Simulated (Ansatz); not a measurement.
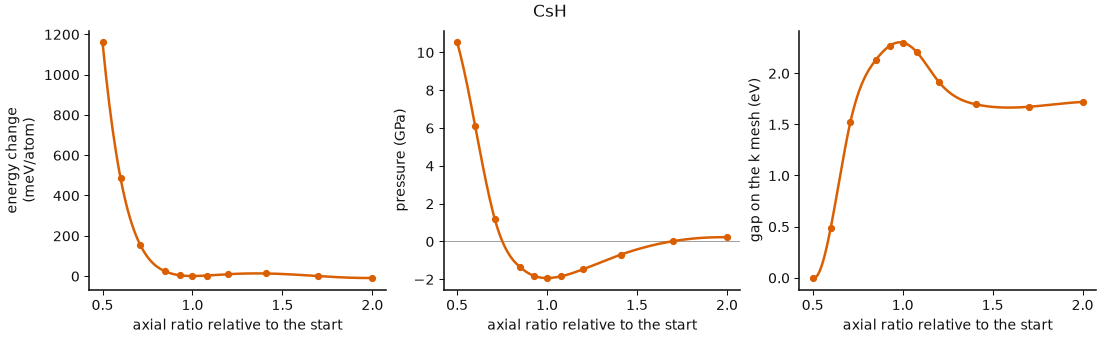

Calculation (Ansatz 0.2.0): deformation of a crystal at fixed volume, lengths along the axis scaled against those across it, fractional coordinates fixed, by plane-wave density functional theory with PAW datasets, free energies less that of the undisturbed cell, pressure positive in compression; scalar-relativistic. Level: LDA, no spin polarisation.

| setting | value |
| --- | --- |
| wave cutoff | 420 eV |
| k mesh | 8×8×8 |
| occupations | Gaussian |
| smearing width | 0.05 eV |
| k shift | (0, 0, 0) (mesh steps) |
| start | as given |
| path | trigonal |
| axis direction | (0.5774, 0.5774, 0.5774) (Cartesian unit vector) |

Starting cell:
```xyz
2
Lattice="3.8184 0.0000 0.0000 0.0000 3.8184 0.0000 0.0000 0.0000 3.8184" Properties=species:S:1:pos:R:3 pbc="T T T"
Cs    0.0000    0.0000    0.0000
H     1.9092    1.9092    1.9092
```

Caption: Energy change, pressure and gap on the k mesh against relative axial ratio for CsH, space group Pm-3m (No. 221).

The energy change is 1160 meV/atom at relative axial ratio 0.50 and −10 meV/atom at 2.00; the lowest computed point is at relative axial ratio 2.00 (−10 meV/atom), at the edge of the range, so the minimum may lie beyond it; there is a further local minimum at 1.00 (0 meV/atom); the curve passes over a maximum at 1.41 (13 meV/atom). The pressure goes from 10.5 GPa at relative axial ratio 0.50 to 0.2 GPa at 2.00, not monotonically, with a low of −1.9 GPa at 1.00, and changes sign near 0.77 and 1.70. The gap on the k mesh is zero at relative axial ratio 0.50 and open elsewhere, at most 2.299 eV at 1.00.

Keep in mind: gap closes along the scan on a mesh chosen for the insulator; reference crystal is not relaxed.
